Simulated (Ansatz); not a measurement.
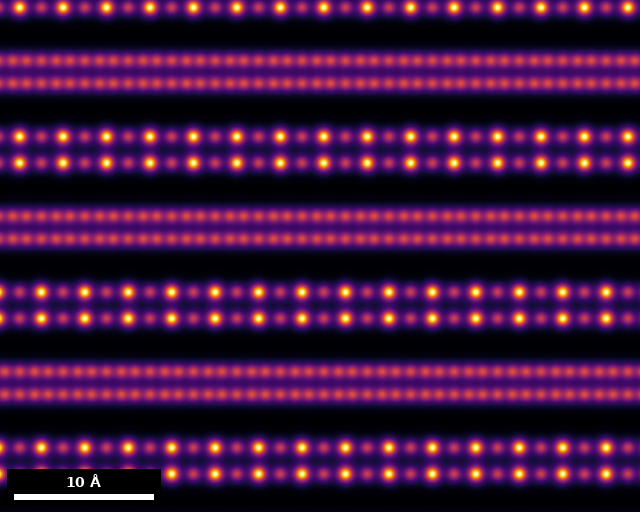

iDPC-like image of S (R-3m, No. 166) along [210]. Simulated as the projected potential of neutral atoms (B = 0.5 Å²) blurred by a 0.53 Å probe, the thin-sample limit of integrated differential phase contrast.

One planar defect was built into the perfect crystal by geometry alone, without relaxation. Host structure: the geometry relaxed with DFT PBE, scalar-relativistic, plane waves, PAW (Ansatz); the starting structure was generated, so it need not be a known form of this composition.

Q: Find the planar defect and say what kind it is.

A planar fault (a stacking fault) runs horizontally about 19 Å below the top edge. The part above it is shifted along the boundary by 1/2 of the 3.12 Å repeat of the rows (1.6 Å to the right, the same as to the left); both parts keep the same orientation.
